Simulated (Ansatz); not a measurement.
**Geometry relaxation of C$_{11}$H$_{2}$ (part 3 of 3)**

C$_{11}$H$_{2}$ (slab, 26 atoms in the cell); DFT PBE+D3(BJ), scalar-relativistic, plane waves, PAW, no spin polarisation (Ansatz 0.2.0); cutoff 420 eV, 5×10×1 k-mesh, Gaussian smearing of 0.05 eV. The structure derives from an entry of the Crystallography Open Database. The input holds or restrains some coordinates.

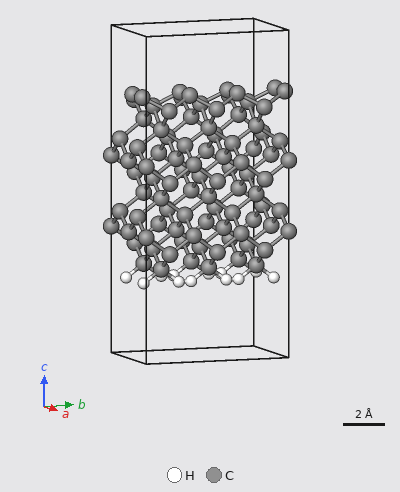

Fig. 1: The geometry at step 4 of the log (ball-and-stick view of the 1 × 3 repeat of the cell, with the vacuum cut short, seen slightly off an axis).

Output, continued:
```
--- Relaxed structure (7 steps of the walk, 6 accepted, 0 SCFs on fresh bases) ---
  F+E_penalty+E_count = -5573.83666732 eV   max|allowed force component| = 2.008e-2 eV/Å
  atoms:
    - { symbol: H, position: [0.25, 0.1299113338, 0.3225750471] }
    - { symbol: H, position: [0.25, 0.8700886662, 0.3225750471] }
    - { symbol: H, position: [0.75, 0.8700886662, 0.3225750471] }
    - { symbol: H, position: [0.75, 0.1299113338, 0.3225750471] }
    - { symbol: C, position: [0.25, 0.5, 0.3475551069] }
    - { symbol: C, position: [0.75, 0.5, 0.3475551069] }
    - { symbol: C, position: [0.5, 0.5, 0.38130109169999993] }
    - { symbol: C, position: [0.0, 0.5, 0.38130109169999993] }
    - { symbol: C, position: [0.5, 0.0, 0.41504707639999994] }
    - { symbol: C, position: [0.0, 0.0, 0.41504707639999994] }
    - { symbol: C, position: [0.75, 0.0, 0.4487930611] }
    - { symbol: C, position: [0.25, 0.0, 0.4487930611] }
    - { symbol: C, position: [0.75, 0.5, 0.4825390458] }
    - { symbol: C, position: [0.25, 0.5, 0.4825390458] }
    - { symbol: C, position: [0.0038544160229884335, 0.5, 0.5163336578914886] }
    - { symbol: C, position: [0.49614558397701153, 0.5, 0.5163336578914886] }
    - { symbol: C, position: [0.004231647236355158, 0.0, 0.5500741090593441] }
    - { symbol: C, position: [0.4957683527636449, 0.0, 0.5500741090593441] }
    - { symbol: C, position: [0.25, 0.0, 0.5869729863631065] }
    - { symbol: C, position: [0.75, 0.0, 0.5810418592585294] }
    - { symbol: C, position: [0.25, 0.5, 0.6227960258235143] }
    - { symbol: C, position: [0.75, 0.5, 0.6127441056999887] }
    - { symbol: C, position: [0.5178448434287247, 0.5, 0.653185082097296] }
    - { symbol: C, position: [-0.017844843428724732, 0.5, 0.653185082097296] }
    - { symbol: C, position: [0.612631030502072, 0.0, 0.679118253041579] }
    - { symbol: C, position: [0.8873689694979278, 0.0, 0.679118253041579] }
```

Trajectory as extended XYZ (Å, eV, eV/Å), 7 frames, from step=1 to step=7:
```
26
Lattice="5.0302 0.0000 0.0000 0.0000 2.5151 0.0000 0.0000 0.0000 26.3505" Properties=species:S:1:pos:R:3:forces:R:3 step=1 energy=-5572.63396
H     1.2575    0.3267    8.5000    0.0000  13.0410   0.5746
H     1.2575    2.1884    8.5000    0.0000 -13.0410   0.5746
H     3.7727    2.1884    8.5000    0.0000 -13.0408   0.5742
H     3.7727    0.3267    8.5000    0.0000  13.0408   0.5742
C     1.2575    1.2575    9.1582    0.0000   0.0000   0.1271
C     3.7727    1.2575    9.1582    0.0000   0.0000   0.1248
C     2.5151    1.2575   10.0475    0.0033   0.0000  -1.3995
C     0.0000    1.2575   10.0475   -0.0033   0.0000  -1.3995
C     2.5151    0.0000   10.9367   -0.0039   0.0000   0.1189
C     0.0000    0.0000   10.9367    0.0039   0.0000   0.1189
C     3.7727    0.0000   11.8259    0.0000   0.0000  -0.0112
C     1.2575    0.0000   11.8259    0.0000   0.0000  -0.0203
C     3.7727    1.2575   12.7151    0.0000   0.0000   0.0521
C     1.2575    1.2575   12.7151    0.0000   0.0000  -0.0346
C     0.0000    1.2575   13.6043    0.1009   0.0000  -0.0057
C     2.5151    1.2575   13.6043   -0.1009   0.0000  -0.0057
C     0.0000    0.0000   14.4936   -0.0913   0.0000  -0.0607
C     2.5151    0.0000   14.4936    0.0913   0.0000  -0.0607
C     1.2575    0.0000   15.3828    0.0000   0.0000   0.1503
C     3.7727    0.0000   15.3828    0.0000   0.0000  -0.9165
C     1.2575    1.2575   16.2720    0.0000   0.0000   1.8241
C     3.7727    1.2575   16.2720    0.0000   0.0000  -4.8179
C     2.5151    1.2575   17.1612    2.5441   0.0000   1.2610
C     0.0000    1.2575   17.1612   -2.5441   0.0000   1.2610
C     2.9930    0.0000   17.8505    2.6296   0.0000   0.6965
C     4.5523    0.0000   17.8505   -2.6296   0.0000   0.6965
26
Lattice="5.0302 0.0000 0.0000 0.0000 2.5151 0.0000 0.0000 0.0000 26.3505" Properties=species:S:1:pos:R:3:forces:R:3 step=2 energy=-5573.66948
H     1.2575    0.3267    8.5000    0.0000  13.0430   0.5767
H     1.2575    2.1884    8.5000    0.0000 -13.0430   0.5767
H     3.7727    2.1884    8.5000    0.0000 -13.0428   0.5753
H     3.7727    0.3267    8.5000    0.0000  13.0428   0.5753
C     1.2575    1.2575    9.1582    0.0000   0.0000   0.1297
C     3.7727    1.2575    9.1582    0.0000   0.0000   0.1165
C     2.5151    1.2575   10.0475    0.0176   0.0000  -1.3982
C     0.0000    1.2575   10.0475   -0.0176   0.0000  -1.3982
C     2.5151    0.0000   10.9367   -0.0277   0.0000   0.1178
C     0.0000    0.0000   10.9367    0.0277   0.0000   0.1178
C     3.7727    0.0000   11.8259    0.0000   0.0000   0.0373
C     1.2575    0.0000   11.8259    0.0000   0.0000  -0.0654
C     3.7727    1.2575   12.7151    0.0000   0.0000   0.3211
C     1.2575    1.2575   12.7151    0.0000   0.0000  -0.3248
C     0.0095    1.2575   13.6044    0.5377   0.0000   0.0034
C     2.5056    1.2575   13.6044   -0.5377   0.0000   0.0034
C     0.0284    0.0000   14.4937   -0.6362   0.0000  -0.0182
C     2.4867    0.0000   14.4937    0.6362   0.0000  -0.0182
C     1.2575    0.0000   15.4536    0.0000   0.0000  -0.0887
C     3.7727    0.0000   15.3143    0.0000   0.0000   0.3861
C     1.2575    1.2575   16.3856    0.0000   0.0000   0.2013
C     3.7727    1.2575   16.1763    0.0000   0.0000  -1.5141
C     2.5943    1.2575   17.1971    0.0962   0.0000   0.4799
C    -0.0792    1.2575   17.1971   -0.0962   0.0000   0.4799
C     3.0386    0.0000   17.8982    2.6606   0.0000   0.0647
C     4.5067    0.0000   17.8982   -2.6606   0.0000   0.0647
26
Lattice="5.0302 0.0000 0.0000 0.0000 2.5151 0.0000 0.0000 0.0000 26.3505" Properties=species:S:1:pos:R:3:forces:R:3 step=3 energy=-5573.60515 accepted=F
H     1.2575    0.3267    8.5000    0.0000  13.0428   0.5762
H     1.2575    2.1884    8.5000    0.0000 -13.0428   0.5762
H     3.7727    2.1884    8.5000    0.0000 -13.0435   0.5761
H     3.7727    0.3267    8.5000    0.0000  13.0435   0.5761
C     1.2575    1.2575    9.1582    0.0000   0.0000   0.1251
C     3.7727    1.2575    9.1582    0.0000   0.0000   0.1197
C     2.5151    1.2575   10.0475    0.0060   0.0000  -1.3972
C     0.0000    1.2575   10.0475   -0.0060   0.0000  -1.3972
C     2.5151    0.0000   10.9367   -0.0256   0.0000   0.1175
C     0.0000    0.0000   10.9367    0.0256   0.0000   0.1175
C     3.7727    0.0000   11.8259    0.0000   0.0000   0.1302
C     1.2575    0.0000   11.8259    0.0000   0.0000  -0.0704
C     3.7727    1.2575   12.7151    0.0000   0.0000   0.4273
C     1.2575    1.2575   12.7151    0.0000   0.0000  -0.3072
C     0.0312    1.2575   13.6107   -0.6067   0.0000  -0.1856
C     2.4839    1.2575   13.6107    0.6067   0.0000  -0.1856
C     0.0126    0.0000   14.4907    0.7139   0.0000   0.5076
C     2.5025    0.0000   14.4907   -0.7139   0.0000   0.5076
C     1.2575    0.0000   15.5007    0.0000   0.0000  -0.8211
C     3.7727    0.0000   15.3109    0.0000   0.0000   0.0239
C     1.2575    1.2575   16.4287    0.0000   0.0000   0.7124
C     3.7727    1.2575   16.1317    0.0000   0.0000   1.8129
C     2.5610    1.2575   17.2785    1.7185   0.0000  -1.0435
C    -0.0459    1.2575   17.2785   -1.7185   0.0000  -1.0435
C     3.0597    0.0000   17.9394    1.2458   0.0000  -0.2279
C     4.4856    0.0000   17.9394   -1.2458   0.0000  -0.2279
26
Lattice="5.0302 0.0000 0.0000 0.0000 2.5151 0.0000 0.0000 0.0000 26.3505" Properties=species:S:1:pos:R:3:forces:R:3 step=4 energy=-5573.83332
H     1.2575    0.3267    8.5000    0.0000  13.0431   0.5766
H     1.2575    2.1884    8.5000    0.0000 -13.0431   0.5766
H     3.7727    2.1884    8.5000    0.0000 -13.0432   0.5757
H     3.7727    0.3267    8.5000    0.0000  13.0432   0.5757
C     1.2575    1.2575    9.1582    0.0000   0.0000   0.1277
C     3.7727    1.2575    9.1582    0.0000   0.0000   0.1178
C     2.5151    1.2575   10.0475    0.0127   0.0000  -1.3980
C     0.0000    1.2575   10.0475   -0.0127   0.0000  -1.3980
C     2.5151    0.0000   10.9367   -0.0258   0.0000   0.1178
C     0.0000    0.0000   10.9367    0.0258   0.0000   0.1178
C     3.7727    0.0000   11.8259    0.0000   0.0000   0.0572
C     1.2575    0.0000   11.8259    0.0000   0.0000  -0.0781
C     3.7727    1.2575   12.7151    0.0000   0.0000   0.3285
C     1.2575    1.2575   12.7151    0.0000   0.0000  -0.3295
C     0.0169    1.2575   13.6048    0.0977   0.0000  -0.0052
C     2.4982    1.2575   13.6048   -0.0977   0.0000  -0.0052
C     0.0219    0.0000   14.4936   -0.1143   0.0000  -0.0406
C     2.4932    0.0000   14.4936    0.1143   0.0000  -0.0406
C     1.2575    0.0000   15.4587    0.0000   0.0000   0.0943
C     3.7727    0.0000   15.3128    0.0000   0.0000  -0.0905
C     1.2575    1.2575   16.4003    0.0000   0.0000   0.2141
C     3.7727    1.2575   16.1486    0.0000   0.0000  -0.1342
C     2.6094    1.2575   17.2069   -0.2455   0.0000   0.0520
C    -0.0943    1.2575   17.2069    0.2455   0.0000   0.0520
C     3.0813    0.0000   17.8949    0.0295   0.0000  -0.0318
C     4.4640    0.0000   17.8949   -0.0295   0.0000  -0.0318
26
Lattice="5.0302 0.0000 0.0000 0.0000 2.5151 0.0000 0.0000 0.0000 26.3505" Properties=species:S:1:pos:R:3:forces:R:3 step=5 energy=-5573.83467
H     1.2575    0.3267    8.5000    0.0000  13.0431   0.5765
H     1.2575    2.1884    8.5000    0.0000 -13.0431   0.5765
H     3.7727    2.1884    8.5000    0.0000 -13.0432   0.5757
H     3.7727    0.3267    8.5000    0.0000  13.0432   0.5757
C     1.2575    1.2575    9.1582    0.0000   0.0000   0.1275
C     3.7727    1.2575    9.1582    0.0000   0.0000   0.1180
C     2.5151    1.2575   10.0475    0.0120   0.0000  -1.3980
C     0.0000    1.2575   10.0475   -0.0120   0.0000  -1.3980
C     2.5151    0.0000   10.9367   -0.0261   0.0000   0.1177
C     0.0000    0.0000   10.9367    0.0261   0.0000   0.1177
C     3.7727    0.0000   11.8259    0.0000   0.0000   0.0640
C     1.2575    0.0000   11.8259    0.0000   0.0000  -0.0792
C     3.7727    1.2575   12.7151    0.0000   0.0000   0.3304
C     1.2575    1.2575   12.7151    0.0000   0.0000  -0.3332
C     0.0188    1.2575   13.6053    0.0171   0.0000  -0.0286
C     2.4963    1.2575   13.6053   -0.0171   0.0000  -0.0286
C     0.0198    0.0000   14.4925    0.0696   0.0000   0.1023
C     2.4953    0.0000   14.4925   -0.0696   0.0000   0.1023
C     1.2575    0.0000   15.4675    0.0000   0.0000   0.0515
C     3.7727    0.0000   15.3089    0.0000   0.0000   0.1544
C     1.2575    1.2575   16.4170    0.0000   0.0000  -0.1249
C     3.7727    1.2575   16.1488    0.0000   0.0000  -0.0423
C     2.6029    1.2575   17.2193    0.0680   0.0000  -0.1630
C    -0.0878    1.2575   17.2193   -0.0680   0.0000  -0.1630
C     3.0815    0.0000   17.8973    0.0321   0.0000   0.0842
C     4.4638    0.0000   17.8973   -0.0321   0.0000   0.0842
26
Lattice="5.0302 0.0000 0.0000 0.0000 2.5151 0.0000 0.0000 0.0000 26.3505" Properties=species:S:1:pos:R:3:forces:R:3 step=6 energy=-5573.83667
H     1.2575    0.3267    8.5000    0.0000  13.0431   0.5765
H     1.2575    2.1884    8.5000    0.0000 -13.0431   0.5765
H     3.7727    2.1884    8.5000    0.0000 -13.0432   0.5757
H     3.7727    0.3267    8.5000    0.0000  13.0432   0.5757
C     1.2575    1.2575    9.1582    0.0000   0.0000   0.1275
C     3.7727    1.2575    9.1582    0.0000   0.0000   0.1179
C     2.5151    1.2575   10.0475    0.0121   0.0000  -1.3980
C     0.0000    1.2575   10.0475   -0.0121   0.0000  -1.3980
C     2.5151    0.0000   10.9367   -0.0265   0.0000   0.1179
C     0.0000    0.0000   10.9367    0.0265   0.0000   0.1179
C     3.7727    0.0000   11.8259    0.0000   0.0000   0.0693
C     1.2575    0.0000   11.8259    0.0000   0.0000  -0.0791
C     3.7727    1.2575   12.7151    0.0000   0.0000   0.3619
C     1.2575    1.2575   12.7151    0.0000   0.0000  -0.3258
C     0.0194    1.2575   13.6056   -0.0008   0.0000  -0.0001
C     2.4957    1.2575   13.6056    0.0008   0.0000  -0.0001
C     0.0213    0.0000   14.4947    0.0016   0.0000  -0.0121
C     2.4938    0.0000   14.4947   -0.0016   0.0000  -0.0121
C     1.2575    0.0000   15.4670    0.0000   0.0000  -0.0201
C     3.7727    0.0000   15.3107    0.0000   0.0000  -0.0127
C     1.2575    1.2575   16.4110    0.0000   0.0000   0.0070
C     3.7727    1.2575   16.1461    0.0000   0.0000   0.0195
C     2.6049    1.2575   17.2117   -0.0009   0.0000  -0.0015
C    -0.0898    1.2575   17.2117    0.0009   0.0000  -0.0015
C     3.0817    0.0000   17.8951    0.0052   0.0000   0.0088
C     4.4636    0.0000   17.8951   -0.0052   0.0000   0.0088
26
Lattice="5.0302 0.0000 0.0000 0.0000 2.5151 0.0000 0.0000 0.0000 26.3505" Properties=species:S:1:pos:R:3:forces:R:3 step=7 energy=-5573.83667
H     1.2575    0.3267    8.5000    0.0000  13.0431   0.5765
H     1.2575    2.1884    8.5000    0.0000 -13.0431   0.5765
H     3.7727    2.1884    8.5000    0.0000 -13.0432   0.5757
H     3.7727    0.3267    8.5000    0.0000  13.0432   0.5757
C     1.2575    1.2575    9.1582    0.0000   0.0000   0.1275
C     3.7727    1.2575    9.1582    0.0000   0.0000   0.1179
C     2.5151    1.2575   10.0475    0.0121   0.0000  -1.3980
C     0.0000    1.2575   10.0475   -0.0121   0.0000  -1.3980
C     2.5151    0.0000   10.9367   -0.0265   0.0000   0.1179
C     0.0000    0.0000   10.9367    0.0265   0.0000   0.1179
C     3.7727    0.0000   11.8259    0.0000   0.0000   0.0693
C     1.2575    0.0000   11.8259    0.0000   0.0000  -0.0791
C     3.7727    1.2575   12.7151    0.0000   0.0000   0.3620
C     1.2575    1.2575   12.7151    0.0000   0.0000  -0.3258
C     0.0194    1.2575   13.6056   -0.0008   0.0000  -0.0001
C     2.4957    1.2575   13.6056    0.0008   0.0000  -0.0001
C     0.0213    0.0000   14.4947    0.0017   0.0000  -0.0121
C     2.4938    0.0000   14.4947   -0.0017   0.0000  -0.0121
C     1.2575    0.0000   15.4670    0.0000   0.0000  -0.0201
C     3.7727    0.0000   15.3107    0.0000   0.0000  -0.0126
C     1.2575    1.2575   16.4110    0.0000   0.0000   0.0069
C     3.7727    1.2575   16.1461    0.0000   0.0000   0.0194
C     2.6049    1.2575   17.2117   -0.0008   0.0000  -0.0015
C    -0.0898    1.2575   17.2117    0.0008   0.0000  -0.0015
C     3.0817    0.0000   17.8951    0.0053   0.0000   0.0088
C     4.4636    0.0000   17.8951   -0.0053   0.0000   0.0088
```

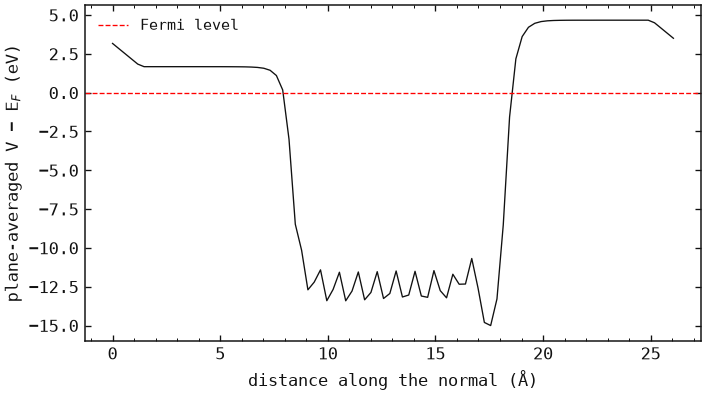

Fig. 2: Plane average of the electrostatic potential energy of an electron across the cell, from the Fermi level. The vacuum level lies 4.67 eV above the Fermi level on the upper side and 1.67 eV on the lower.

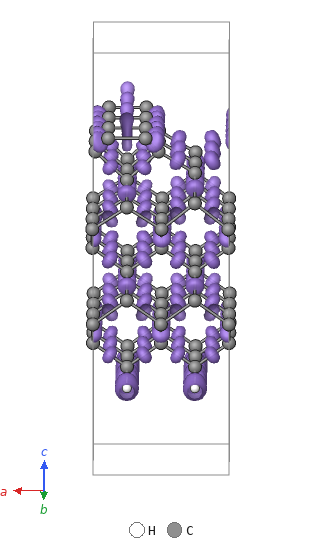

Fig. 3: Isosurface of the ELF at 0.85 (purple), seen at an oblique angle. Core shells and regions of very low density are left out. Sticks mark near contacts. Counts are for one cell; the picture repeats the cell along the surface.  Values along the shortest contacts: H–H (0.65 Å): the ELF is about 0.90 at the midpoint (a covalent bond by its length). C–H (1.14 Å): the ELF climbs to about 1 towards the hydrogen, as it does in any bond to H (a covalent bond by its length). Core electrons are frozen (PAW), so the fields are smoothed inside the atomic spheres.

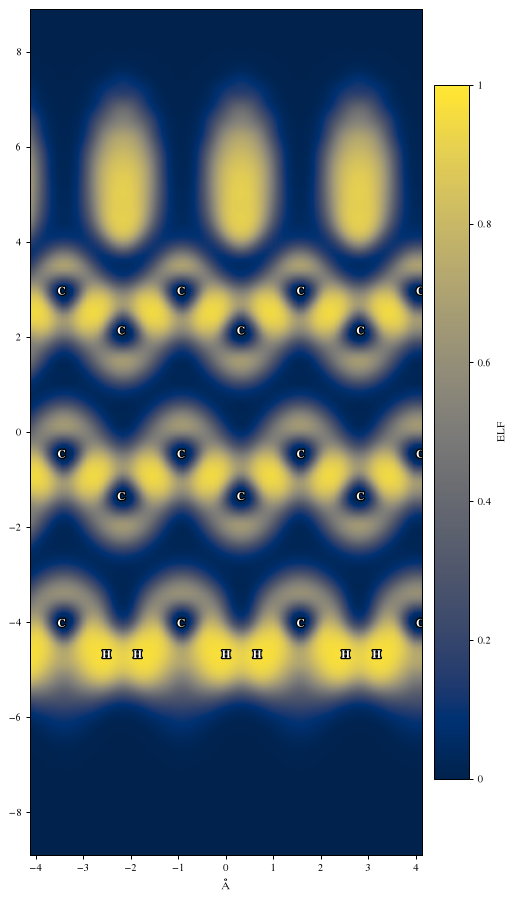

Fig. 4: ELF on the (100) plane of the calculation cell, a cut from vacuum to vacuum. The section cuts through H and C sites. H–H (0.65 Å): the ELF is about 0.90 at the midpoint; a covalent bond by its length. C–H (1.14 Å): the ELF climbs to about 1 towards the hydrogen (a covalent bond by its length). C–C (1.54 Å): the ELF peaks at about 0.95 between the atoms (a shared electron pair).
